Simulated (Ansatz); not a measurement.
## Run report: Sn, geometry relaxation

System: Sn (P6/mmm, 3 atoms in the cell).
Method: DFT, PBE, PAW with Ansatz's default frozen-core files, scalar-relativistic, no spin polarisation (Ansatz 0.2.0).

The structure was built on a prototype by a generator; it need not be a known phase. Its volume is 0.92 times that of the source entry. It belongs to a series of runs on one base structure; here: omega relaxed under pressure, PAW files. Figures and captions count atoms from 1; the log counts them from 0 in places.

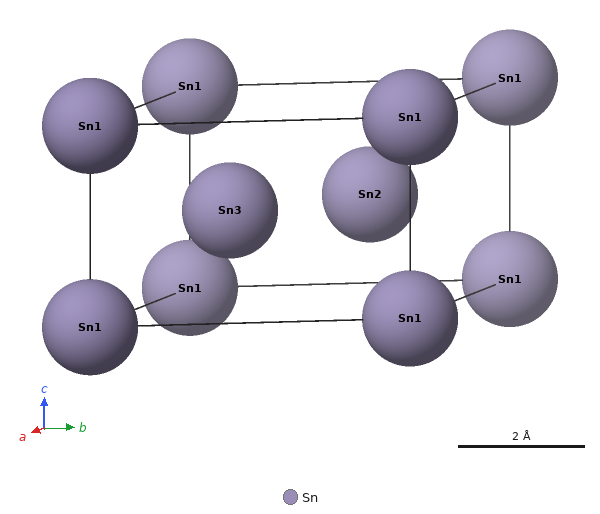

**Figure 1.** The starting structure (spheres-only view of the cell of the calculation, seen slightly off an axis; atoms are numbered from 1 in the order of the input).

## Input file
```yaml
crystal:
  lattice:
    - [5.2248937858, 0.0, 0.0]
    - [-2.6124468929, 4.5248907506, 0.0]
    - [0.0, 0.0, 3.2394341472]
  atoms:
    - { symbol: Sn, position: [0.0, 0.0, 0.0] }
    - { symbol: Sn, position: [0.3333333333, 0.6666666667, 0.5] }
    - { symbol: Sn, position: [0.6666666667, 0.3333333333, 0.5] }
kpoints:
  mp_grid: { grid: [7, 7, 10] }
scf:
  occupations: { method: fermi_dirac, width: 0.1 }
hamiltonian:
  xc: pbe
  pseudopotentials: { kind: paw }
output:
  forces: true
  stress: true
  eigenvalues: true
relax:
  f_tol: 0.005
  max_steps: 40
  cell: { p_target: 4.4, stress_tol: 0.03 }
```

Run as:
```bash
ansatz run input.yaml --threads 1 --pin off --max-ram 3584MiB --backend cpu --events-out ev --progress --plain --runs-dir out
```

## Log
```
Engine: ansatz 0.2.0, aarch64-unknown-linux-gnu
Pseudopotentials: kind: paw
Pseudopotential: Sn, paw, valence charge 14, recommended cutoff 420 eV (normal), Sn.paw.azcp
Functional definition: PBE
  parameter kappa = 0.804
  parameter beta = 0.06672455060314922
  exchange = pbe_x(kappa = kappa, mu = beta*pi^2/3)
  correlation = pbe_c(beta = beta)
Crystal: 3 atoms, lattice volume = 76.587 Å³
Basis set: ecut = 420 eV, 1529 PW (Γ), exchange–correlation on 72×72×48 points (8 copies of the dense FFT grid, shifted against one another)
Bands: 26, of which v1, the nominal top of the filled ones, is band 21 counted from 1 (20 counted from 0)
Symmetry: 24 space group operations
Space group: P6/mmm (ITA 191), of the structure as read, at distance tolerance 4.2e-5 Å
k-points: 48 of 490
Non-local potential: Sn, projectors of the file, l = 0: 2, l = 1: 2, l = 2: 2, l = 3: 2
PAW form: soft (Blöchl's): semilocal exchange-correlation on the pseudo side does not see the compensation charge
PAW one-centre angular grid: Sn, 590 points (default); XC on 64 Gauss nodes
Initial density: superposition of atomic densities (neutral atoms: chi_scale 0, normalization atom), corrected by the library's trained network
Initial wavefunctions: pseudopotential atomic-orbital guess
Functional: x = pbe(κ = 0.804, μ = 0.2195149727645171), c = pbe(β = 0.06672455060314922)
SCF iter   1: F=—  HF=-18072.326970 eV  |F-HF|=—  |Δ(HF+E_count)|=         —  Δρ=1.13e-3  dr2=7.16e-4  ethr=1.77e-3  ⟨swp⟩=6.4  Hψ=5647  notcnv=0
preconditioner: auto → Kerker (q_TF=auto, 2.468 Å⁻¹)  [metal: Δε(μ)=0.083 eV  Ē_g=19.731 eV  σ=0.100 eV  W_gap=0.20  n_scr=26 (ndim 8)  ℏωp=27.5 eV  f_vac=0.000  D(μ)=1.51/eV (n_scr^D=6)]
SCF iter   2: F=—  HF=-18072.325016 eV  |F-HF|=—  |Δ(HF+E_count)|=   1.95e-3  Δρ=6.38e-4  dr2=2.96e-4  ethr=1.70e-6  ⟨swp⟩=2.3  Hψ=2666  notcnv=0
SCF iter   3: F=—  HF=-18072.325010 eV  |F-HF|=—  |Δ(HF+E_count)|=   6.61e-6  Δρ=4.00e-4  dr2=1.34e-4  ethr=7.04e-7  ⟨swp⟩=2.0  Hψ=2254  notcnv=0
SCF iter   4: F=—  HF=-18072.325043 eV  |F-HF|=—  |Δ(HF+E_count)|=   3.34e-5  Δρ=1.48e-4  dr2=1.33e-5  ethr=3.18e-7  ⟨swp⟩=2.0  Hψ=2267  notcnv=0
SCF iter   5: F=—  HF=-18072.325037 eV  |F-HF|=—  |Δ(HF+E_count)|=   6.50e-6  Δρ=6.45e-5  dr2=2.24e-6  ethr=3.17e-8  ⟨swp⟩=2.0  Hψ=2214  notcnv=0
SCF iter   6: F=-18072.325035 eV  HF=-18072.325036 eV  |F-HF|=5.55e-8  |Δ(HF+E_count)|=   1.23e-6  Δρ=1.00e-5  dr2=7.17e-8  ethr=2.38e-10  ⟨swp⟩=3.9  Hψ=5849  notcnv=0
SCF 1 converged in 6 iterations: F = -18072.325035 eV  dr2 = 7.17e-8
  greatest PAW one-centre occupation: 0.991 electrons in one spin orbital (limit 2), on the Sn atom at site 0 (counted from 0), in its partial waves of l = 2
relax step   1: F+E_penalty+E_count = -18072.32503544 eV  Δ(F+E_penalty+E_count) = +0.000e0 eV  max|allowed force component| = 3.701e-17 eV/Å  Δτ_max = 0.0000 Å  P = +5.103 GPa  Ω = 76.587 Å³  (6 SCF iters, dr2 threshold 1.00e-7 eV, accepted)
Crystal: 3 atoms, lattice volume = 77.779 Å³
Initial density: handed on by an earlier stage of this run
Initial wavefunctions: those handed on with the density
iter 1 solved again at ethr=8.29e-7 eV; its pass at ethr=3.10e-3 eV (dr2=3.48e-4 eV) is discarded
SCF iter   1: F=—  HF=-18072.364028 eV  |F-HF|=—  |Δ(HF+E_count)|=         —  Δρ=6.13e-4  dr2=4.03e-4  ethr=8.29e-7  ⟨swp⟩=2.4  Hψ=8217  notcnv=0
preconditioner: auto → Kerker (q_TF=auto, 2.462 Å⁻¹)  [metal: Δε(μ)=0.016 eV  Ē_g=19.690 eV  σ=0.100 eV  W_gap=0.04  n_scr=26 (ndim 8)  ℏωp=27.3 eV  f_vac=0.000  D(μ)=1.52/eV (n_scr^D=6)]
SCF iter   2: F=—  HF=-18072.363966 eV  |F-HF|=—  |Δ(HF+E_count)|=   6.20e-5  Δρ=4.15e-4  dr2=1.88e-4  ethr=8.29e-7  ⟨swp⟩=1.0  Hψ=1248  notcnv=0
SCF iter   3: F=—  HF=-18072.363916 eV  |F-HF|=—  |Δ(HF+E_count)|=   4.99e-5  Δρ=3.66e-5  dr2=7.72e-7  ethr=4.48e-7  ⟨swp⟩=2.0  Hψ=1536  notcnv=0
SCF iter   4: F=-18072.363917 eV  HF=-18072.363917 eV  |F-HF|=6.83e-8  |Δ(HF+E_count)|=   4.67e-7  Δρ=1.51e-5  dr2=1.19e-7  ethr=7.14e-10  ⟨swp⟩=6.9  Hψ=6021  notcnv=0
SCF 2 converged in 4 iterations: F = -18072.363917 eV  dr2 = 1.19e-7
relax step   2: F+E_penalty+E_count = -18072.36391687 eV  Δ(F+E_penalty+E_count) = -3.888e-2 eV  max|allowed force component| = 2.776e-17 eV/Å  Δτ_max = 0.0000 Å  P = +3.975 GPa  Ω = 77.779 Å³  energy of the carried Pulay correction = -2.734e-4 eV  (4 SCF iters, dr2 threshold 3.00e-7 eV, accepted)
Crystal: 3 atoms, lattice volume = 77.284 Å³
iter 1 solved again at ethr=2.19e-8 eV; its pass at ethr=3.10e-3 eV (dr2=9.19e-6 eV) is discarded
SCF iter   1: F=—  HF=-18072.351092 eV  |F-HF|=—  |Δ(HF+E_count)|=         —  Δρ=1.14e-4  dr2=7.48e-6  ethr=2.19e-8  ⟨swp⟩=3.2  Hψ=7574  notcnv=0
preconditioner: auto → Kerker (q_TF=auto, 2.465 Å⁻¹)  [metal: Δε(μ)=0.011 eV  Ē_g=19.707 eV  σ=0.100 eV  W_gap=0.03  n_scr=26 (ndim 8)  ℏωp=27.4 eV  f_vac=0.000  D(μ)=1.52/eV (n_scr^D=6)]
SCF iter   2: F=—  HF=-18072.351093 eV  |F-HF|=—  |Δ(HF+E_count)|=   1.24e-6  Δρ=7.48e-5  dr2=2.95e-6  ethr=1.78e-8  ⟨swp⟩=2.0  Hψ=1903  notcnv=0
SCF iter   3: F=-18072.351094 eV  HF=-18072.351094 eV  |F-HF|=2.24e-8  |Δ(HF+E_count)|=   2.23e-7  Δρ=1.20e-5  dr2=1.12e-7  ethr=7.14e-10  ⟨swp⟩=5.0  Hψ=6202  notcnv=0
SCF 3 converged in 3 iterations: F = -18072.351094 eV  dr2 = 1.12e-7
relax step   3: F+E_penalty+E_count = -18072.35109365 eV  Δ(F+E_penalty+E_count) = +1.282e-2 eV  max|allowed force component| = 1.850e-17 eV/Å  Δτ_max = 0.0000 Å  P = +4.395 GPa  Ω = 77.284 Å³  energy of the carried Pulay correction = -1.585e-4 eV  (3 SCF iters, dr2 threshold 3.00e-7 eV, accepted)
Initial wavefunctions: pseudopotential atomic-orbital guess (no wavefunctions were taken with the density)
iter 1 solved again at ethr=4.90e-7 eV; its pass at ethr=3.10e-3 eV (dr2=2.06e-4 eV) is discarded
SCF iter   1: F=—  HF=-18072.351259 eV  |F-HF|=—  |Δ(HF+E_count)|=         —  Δρ=2.19e-5  dr2=1.47e-7  ethr=4.90e-7  ⟨swp⟩=2.9  Hψ=8497  notcnv=0
eigensolver tolerance schedule: the retry pair's looser diagonalisation over-reported the residual by 1395.10 of it (diagonalisation noise at 0.28 of the residual, at the tolerance the schedule requests for it); recorded, not acted on — ethr = c·dr2/N_el stays at c = 1.0e-1
preconditioner: auto → Kerker (q_TF=auto, 2.465 Å⁻¹)  [metal: Δε(μ)=0.011 eV  Ē_g=19.709 eV  σ=0.100 eV  W_gap=0.03  n_scr=26 (ndim 8)  ℏωp=27.4 eV  f_vac=0.000  D(μ)=1.52/eV (n_scr^D=6)]
SCF iter   2: F=—  HF=-18072.351261 eV  |F-HF|=—  |Δ(HF+E_count)|=   1.82e-6  Δρ=1.22e-5  dr2=5.12e-8  ethr=3.51e-10  ⟨swp⟩=2.8  Hψ=2424  notcnv=0
SCF iter   3: F=—  HF=-18072.351261 eV  |F-HF|=—  |Δ(HF+E_count)|=   4.52e-8  Δρ=3.24e-6  dr2=5.87e-9  ethr=1.22e-10  ⟨swp⟩=3.0  Hψ=2333  notcnv=0
SCF iter   4: F=—  HF=-18072.351261 eV  |F-HF|=—  |Δ(HF+E_count)|=   2.02e-9  Δρ=6.16e-7  dr2=1.26e-10  ethr=1.40e-11  ⟨swp⟩=3.0  Hψ=2313  notcnv=0
SCF iter   5: F=-18072.351261 eV  HF=-18072.351261 eV  |F-HF|=1.09e-11  |Δ(HF+E_count)|=  1.16e-10  Δρ=8.34e-8  dr2=5.59e-12  ethr=1.00e-12  ⟨swp⟩=4.8  Hψ=6315  notcnv=0
SCF 4 converged in 5 iterations: F = -18072.351261 eV  dr2 = 5.59e-12
relax step   4: F+E_penalty+E_count = -18072.35126056 eV  Δ(F+E_penalty+E_count) = -1.669e-4 eV  max|allowed force component| = 1.850e-17 eV/Å  Δτ_max = 0.0000 Å  P = +4.394 GPa  Ω = 77.284 Å³  stress off target by 1.84e-2 GPa  SCF on the basis re-selected at this cell (its energy is not comparable with the rows above)  (5 SCF iters)
```

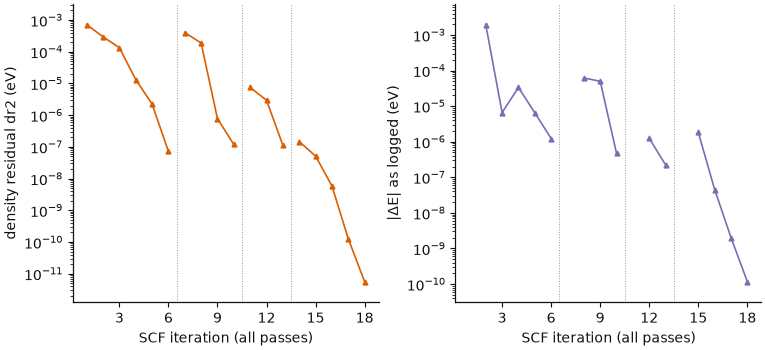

**Figure 2.** Convergence of the self-consistent field: density residual dr2 and size of the energy change against the SCF iteration. The dotted lines part the SCF passes of the relaxation: geometry steps, rejected trials and re-solves on a re-selected basis. The passes take 6, 4, 3 and 5 iterations.

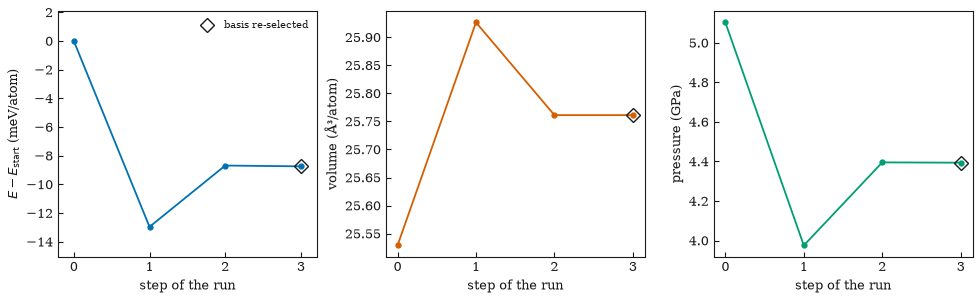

**Figure 3.** Progress of the relaxation, step by step (the first geometry is step 0 here and step 1 in the log).

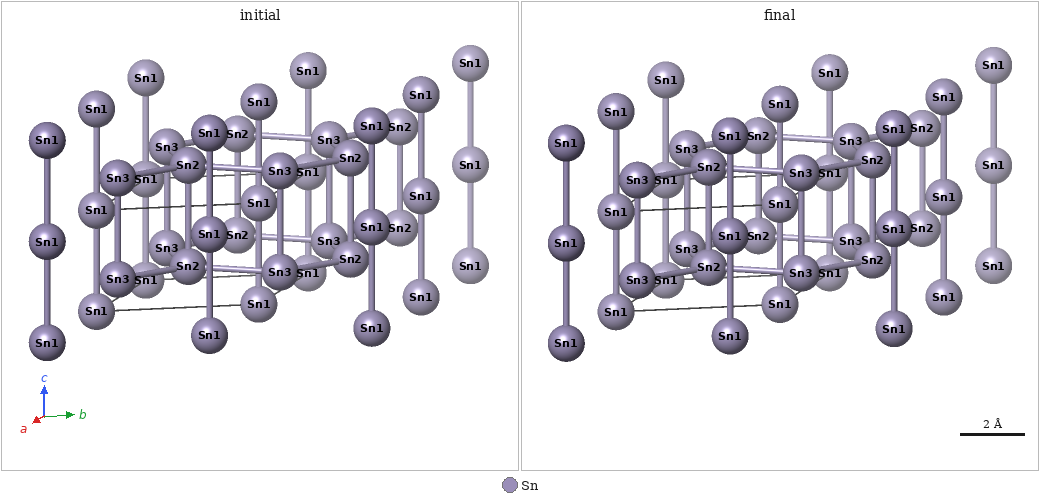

**Figure 4.** Before (left) and after (right) the relaxation, at one scale (ball-and-stick view of the cell of the calculation, repeated 2 × 2 × 2, seen slightly off an axis). The energy falls by 8.7 meV per atom in 2 geometry steps. All forces vanish by symmetry, so only the cell relaxes. Pressure: 5.10 GPa at the start and 4.39 GPa at the end. No atom moves by more than 0.005 Å relative to the cell. Cell: a = b 5.225 → 5.276 Å (+1.0 %), c 3.239 → 3.205 Å (−1.0 %). Volume +0.9 %. Among the contacts that change: Sn1–Sn1 3.239 → 3.205 Å, Sn2–Sn3 3.017 → 3.046 Å. The space group stays P6/mmm (No. 191). A last SCF at the same geometry on a re-selected plane-wave basis shifts the energy by −0.1 meV per atom. (Atoms are counted from 1 in the order of the input.)

```
basis re-selected at this cell: Δ(F+E_penalty+E_count) = -1.669e-4 eV, ΔP = -0.002 GPa vs the last step (what re-selecting the basis moved, of the pressure what is left beyond the Pulay correction that the steps carried, after the strain that the cell walked since its last selection, with what the two solves' SCF thresholds leave and, on support functions, any second-order correction that the steps lacked; it is no measure of the basis error at this ecutwfc). This SCF's stress stands 1.84e-2 GPa from its target on what of the cell is left free (relax.cell.stress_tol is 3.00e-2 GPa) and its largest allowed force component is 1.85e-17 eV/Å (relax.f_tol is 5.00e-3 eV/Å): within both
SCF converged after 5 iterations
Free energy (F): -18072.351261 eV
Harris-Foulkes:  -18072.351261 eV  (|F-HF|=1.09e-11)
Internal energy: -18072.299674 eV  (E = F + TS)
E sigma→0 (E₀):  -18072.325467 eV
Entropy (-TS):   -0.051587 eV (-17.196 meV/atom)
Fermi energy:    11.766603 eV
--- Per-component energies (eV) ---
  E_band       = -211.187118
  E_kinetic    = 560.609153
  E_local      = -2369.643439  (includes V_loc(G=0)·N_el)
  E_nonlocal   = -97.674423
  E_hartree    = 1523.087078
  E_xc         = -1149.646466
  E_vxc        = -290.395855  (∫ρ·V_xc dr)
  E_paw        = -12405.558891  (= ΣΔE_a)
  E_vpaw       = -1060.256712  (= ΣTr[D̂ρ^β])
  E_aug_tail   = -0.000001  (compensation charges beyond the density's cutoff)
  E_ewald      = -4133.472683
  E_smearing   = -0.051587  (= −TS)
  E_closure    = -0.000000  (closes the sum)
  Σ components = -18072.351261   (vs F -18072.351261, Δ=0.00e0)
--- Forces (eV/Å), atoms counted from 1 ---
  atom   1  Sn    -0.00000000     0.00000000     0.00000000
  atom   2  Sn     0.00000000     0.00000000     0.00000000
  atom   3  Sn     0.00000000    -0.00000000     0.00000000
  max |Σ_I F_I| component: 1.39e-17 eV/Å
--- Stress (GPa, compression-positive) ---
        4.381603       0.000000       0.000000
        0.000000       4.381603       0.000000
        0.000000       0.000000       4.418255
  P = ⅓ Tr σ = 4.3938 GPa (43.938 kbar)
--- Band table (eV; the first three rows and the last of 48) ---
  k-point 0: bands = ["-10.0512", "-9.9527", "-9.9527", "-9.9488", "-9.8950", "-9.8950", "-9.8455", "-9.8455", "-9.8205", "-9.7634", "-9.7634", "-9.7447", "-9.7447", "-9.6780", "-9.6780", "0.1632", "6.1231", "6.4562", "8.9173", "8.9173", "9.0469", "9.0469", "14.8152", "18.3992", "20.1979", "20.1979"]
  k-point 1: bands = ["-10.0289", "-9.9554", "-9.9554", "-9.9294", "-9.9065", "-9.9065", "-9.8455", "-9.8455", "-9.7981", "-9.7672", "-9.7672", "-9.7403", "-9.7403", "-9.6844", "-9.6844", "0.3157", "6.2307", "6.5982", "9.0562", "9.0562", "9.2090", "9.2090", "13.2610", "18.8948", "19.0103", "19.7957"]
  k-point 2: bands = ["-9.9702", "-9.9640", "-9.9640", "-9.9341", "-9.9341", "-9.8787", "-9.8450", "-9.8450", "-9.7763", "-9.7763", "-9.7393", "-9.7331", "-9.7331", "-9.6992", "-9.6992", "0.7731", "6.5070", "7.0272", "9.4572", "9.4572", "9.6895", "9.6895", "11.0072", "16.5459", "16.6596", "18.3191"]
  k-point 47: bands = ["-9.9813", "-9.9793", "-9.9532", "-9.9445", "-9.9214", "-9.8942", "-9.8378", "-9.8142", "-9.8130", "-9.7924", "-9.7726", "-9.7441", "-9.6405", "-9.6218", "-9.6070", "5.1249", "5.9181", "5.9485", "7.3819", "7.8834", "8.4850", "12.7692", "13.7486", "13.8799", "14.7441", "15.4141"]
--- Relaxed structure (3 steps of the walk, 3 accepted, 1 SCFs on fresh bases) ---
  F+E_penalty+E_count = -18072.35126056 eV   max|allowed force component| = 1.850e-17 eV/Å   (the final SCF, on the basis selected at the relaxed cell)
  cell:  # Å, volume = 77.2836 Å³
    - [5.276320776456516, 0.0, 0.0]
    - [-2.638160388228258, 4.569427830926977, 0.0]
    - [0.0, 0.0, 3.2054911333349967]
  atoms:
    - { symbol: Sn, position: [-4.8050116499174035e-35, -1.4187671780705313e-35, 0.0] }
    - { symbol: Sn, position: [0.3333333333333333, 0.6666666666666666, 0.5] }
    - { symbol: Sn, position: [0.6666666666666666, 0.3333333333333333, 0.5] }
```

## Trajectory as extended XYZ (Å, eV, eV/Å), 4 frames, from step=1 to step=4
```
3
Lattice="5.2249 0.0000 0.0000 -2.6124 4.5249 0.0000 0.0000 0.0000 3.2394" Properties=species:S:1:pos:R:3:forces:R:3 step=1 energy=-18072.32504 pressure_GPa=5.10
Sn    0.0000    0.0000    0.0000    0.0000   0.0000   0.0000
Sn    0.0000    3.0166    1.6197    0.0000   0.0000   0.0000
Sn    2.6124    1.5083    1.6197    0.0000   0.0000   0.0000
3
Lattice="5.2884 0.0000 0.0000 -2.6442 4.5799 0.0000 0.0000 0.0000 3.2114" Properties=species:S:1:pos:R:3:forces:R:3 step=2 energy=-18072.36392 pressure_GPa=3.98
Sn    0.0000    0.0000    0.0000    0.0000   0.0000   0.0000
Sn    0.0000    3.0532    1.6057    0.0000   0.0000   0.0000
Sn    2.6442    1.5266    1.6057    0.0000   0.0000   0.0000
3
Lattice="5.2763 0.0000 0.0000 -2.6382 4.5694 0.0000 0.0000 0.0000 3.2055" Properties=species:S:1:pos:R:3:forces:R:3 step=3 energy=-18072.35109 pressure_GPa=4.40
Sn    0.0000    0.0000    0.0000    0.0000   0.0000   0.0000
Sn    0.0000    3.0463    1.6027    0.0000   0.0000   0.0000
Sn    2.6382    1.5231    1.6027    0.0000   0.0000   0.0000
3
Lattice="5.2763 0.0000 0.0000 -2.6382 4.5694 0.0000 0.0000 0.0000 3.2055" Properties=species:S:1:pos:R:3:forces:R:3 step=4 energy=-18072.35126 pressure_GPa=4.39
Sn    0.0000    0.0000    0.0000    0.0000   0.0000   0.0000
Sn    0.0000    3.0463    1.6027    0.0000   0.0000   0.0000
Sn    2.6382    1.5231    1.6027    0.0000   0.0000   0.0000
```

## Summary

- outcome: converged
- space group (tolerance 0.01 Å): P6/mmm (191)
- electrons treated: 42
- free energy: −18072.3513 eV
- Fermi energy: 11.767 eV
- pressure: 4.39 GPa
- final volume: 77.28 Å³
- largest force (length of the vector) at the end: under 0.001 eV/Å
- final cell: a = 5.276 Å, b = 5.276 Å, c = 3.205 Å, α = 90.00°, β = 90.00°, γ = 120.00°
- hardware: 1 thread of Arm Neoverse V2, 128 GiB of memory available, shared host
- wall time: 21 s
- peak memory: 0.37 GiB
